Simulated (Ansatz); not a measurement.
The structure in question:

```xyz
4
Lattice="4.6781 0.0000 0.0000 0.0000 2.8673 0.0000 0.0000 0.0000 4.9662" Properties=species:S:1:pos:R:3 pbc="T T T"
Ti    0.0000    1.4336    2.2581
Al    2.3390    1.4336    0.8277
Ti    0.0000    0.0000    4.7412
Al    2.3390    0.0000    3.3108
```

Interpret the file: composition, symmetry and coordination.

Answer. It has the composition TiAl. Space group Amm2 (No. 38), lattice base-centred orthorhombic. In the cell are 2 Ti, 2 Al, which makes 2 formula units. About every Ti there are six Ti and six Al in a distorted anticuboctahedral arrangement (2.87 Å to Ti, 2.74 to 2.94 Å to Al). Each Al atom is coordinated by six Ti and six Al in a distorted anticuboctahedral arrangement (2.74 to 2.94 Å to Ti, 2.87 Å to Al). The bonds build a three-dimensional framework.

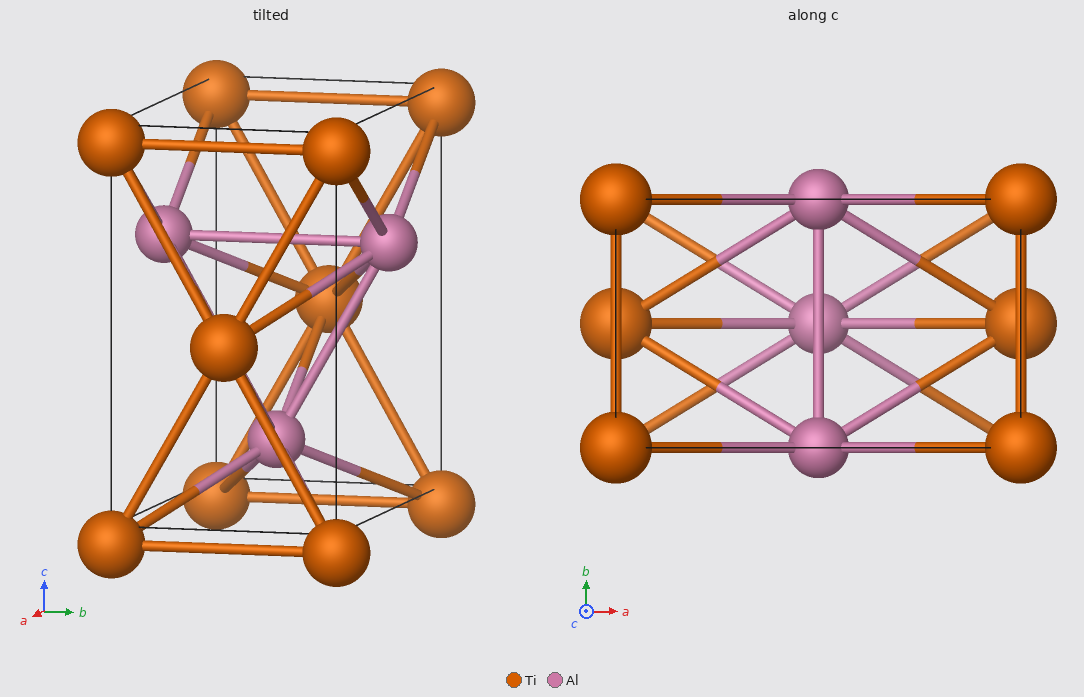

We look at a ball-and-stick model of the crystal slightly off an axis and along the c axis. The conventional unit cell is drawn as a box.

The model was built from a structure listed in the Materials Project. The cell was then strained or its atoms displaced on purpose. It went into a calculation with Ansatz.
